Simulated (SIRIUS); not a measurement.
System: MgS (space group Fm-3m).

Computed with SIRIUS 7.12.0: all-electron LAPW DFT, no spin polarisation; energies at scaled volumes of the given cell, shape and fractions fixed, counted from the fit's minimum, third-order Birch-Murnaghan fit. All runs: no spin polarisation.

| setting | value |
| --- | --- |
| k mesh | 9×9×9 |
| occupations | Fermi–Dirac |
| smearing width | 0.05 eV |
| potentials | all electron FP LAPW |

Describe the result: the energy against volume, with one curve for each functional. The cases: PBEsol; LDA.

The fitted equilibrium volumes, smallest first, are LDA 16.869, PBEsol 17.386 Å³/atom. The fitted bulk moduli, smallest first, are PBEsol 78.1, LDA 83.2 GPa.

PBEsol:
```json
{"volume (Å³/atom)": "16.55", "energy (meV/atom)": "10.58"}
{"volume (Å³/atom)": "16.91", "energy (meV/atom)": "3.36"}
{"volume (Å³/atom)": "17.26", "energy (meV/atom)": "0.24"}
{"volume (Å³/atom)": "17.61", "energy (meV/atom)": "0.73"}
{"volume (Å³/atom)": "17.96", "energy (meV/atom)": "4.37"}
{"volume (Å³/atom)": "18.31", "energy (meV/atom)": "11.02"}
{"volume (Å³/atom)": "18.67", "energy (meV/atom)": "20.36"}
```

LDA:
```json
{"volume (Å³/atom)": "16.55", "energy (meV/atom)": "1.60"}
{"volume (Å³/atom)": "16.91", "energy (meV/atom)": "-0.01"}
{"volume (Å³/atom)": "17.26", "energy (meV/atom)": "2.24"}
{"volume (Å³/atom)": "17.61", "energy (meV/atom)": "7.90"}
{"volume (Å³/atom)": "17.96", "energy (meV/atom)": "16.49"}
{"volume (Å³/atom)": "18.31", "energy (meV/atom)": "27.90"}
{"volume (Å³/atom)": "18.67", "energy (meV/atom)": "41.82"}
```

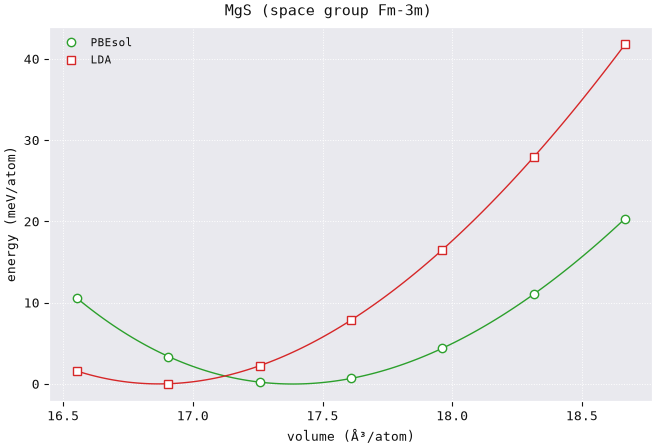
